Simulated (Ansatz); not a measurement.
```yaml
crystal:
  lattice:
    - [3.18518, 0.00000, 0.00000]
    - [-1.59259, 2.75844, 0.00000]
    - [0.00000, 0.00000, 22.31500]
  atoms:
    - { symbol: Mo, position: [0.66667, 0.33333, 0.33311] }
    - { symbol: Mo, position: [0.33333, 0.66667, 0.66644] }
    - { symbol: Mo, position: [0.00000, 0.00000, 0.99978] }
    - { symbol: S, position: [0.33333, 0.66667, 0.06980] }
    - { symbol: S, position: [0.00000, 0.00000, 0.40313] }
    - { symbol: S, position: [0.66667, 0.33333, 0.73647] }
    - { symbol: S, position: [0.00000, 0.00000, 0.26309] }
    - { symbol: S, position: [0.66667, 0.33333, 0.59642] }
    - { symbol: S, position: [0.33333, 0.66667, 0.92976] }
```

Space group R3m; a structure from a database of computed crystals, not necessarily the ambient phase; computed without spin polarisation.

Computed with DFT PBE, scalar-relativistic, plane waves, PAW (Ansatz).

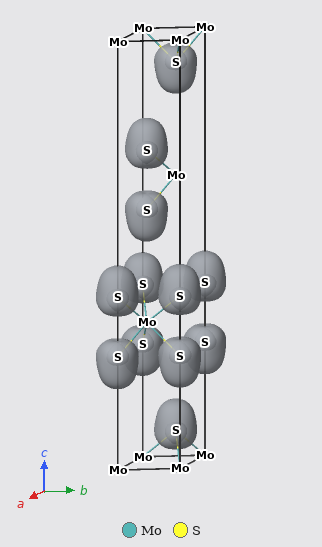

MoS₂. Isosurface of the electron localisation function at 0.7 (grey), seen slightly off an axis. Core shells and regions of very low density are left out. Sticks mark near contacts.

In a PAW calculation such maps are meaningful between the atoms, not at the nuclei.

Question: Identify the bonds, lone pairs and shells in this picture.

Answer: The surface consists of six regions wrapped around S (the valence shell of each), counted in one cell of 9 atoms. Any copies at cell faces, edges or corners count once. Along the contacts the grid gives the following. Mo–S (2.41 Å): the ELF peaks at about 0.85 in the valence shell of S, 0.8 Å from its nucleus, and is about 0.45 at the midpoint.

Question: Does the calculation give a band gap?

Answer: It is gapped, with a Kohn–Sham gap of 1.5 eV on the k-point mesh, an upper bound to the gap of this method.
